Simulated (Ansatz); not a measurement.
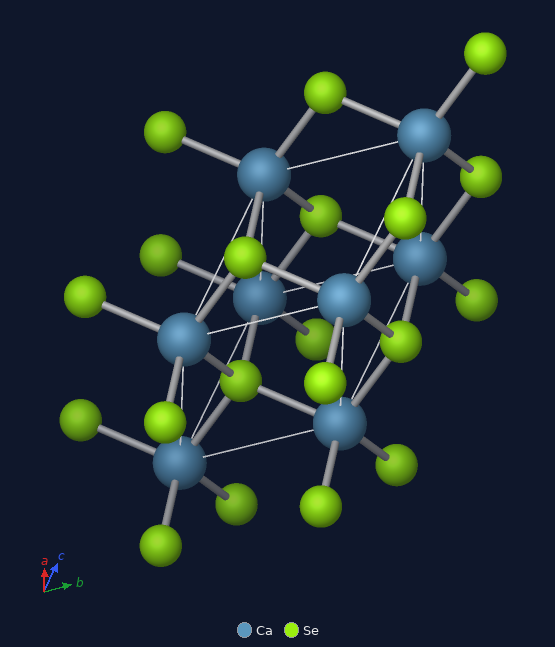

Drawn in the ball-and-stick manner and seen from a general direction. Atoms at the boundary of the simulation cell (the box) are drawn once for each face, edge or corner they touch. Bonded neighbours in the next cells are drawn too.

This input was run:
```yaml
crystal:
  lattice:
    - [0.0, 3.2795613671, 3.2795613671]
    - [3.2795613671, 0.0, 3.2795613671]
    - [3.2795613671, 3.2795613671, 0.0]
  atoms:
    - { symbol: Ca, position: [0.0, 0.0, 0.0] }
    - { symbol: Se, position: [0.25, 0.25, 0.25] }
kpoints:
  mp_grid: { grid: [6, 6, 6] }
hamiltonian:
  xc: r2scan
scf:
  occupations: { method: fixed }
dielectric: {}
```
Run as:
```sh
ansatz run input.yaml --threads 2 --pin off --max-ram 2211MiB --backend cpu --events-out ev --progress --plain --runs-dir out
```

The calculation: Ansatz 0.2.0, DFT, r2SCAN, plane waves, PAW, with a 500 eV plane-wave basis, a 6×6×6 grid in reciprocal space, no spin polarisation.

Question: Is the electronic structure metallic or gapped?

Answer: An insulator at this level, with a gap of 3.70 eV, indirect; the smallest direct gap is 3.79 eV.

Question: State the electronic part of the dielectric constant.

Answer: ε∞ averages 3.6.

The model was built from a structure type filled with these elements by a generator (whether the compound takes this form wasn't checked). Earlier steps of the study may have refined or changed the cell and positions. A calculation with Ansatz used it as input.
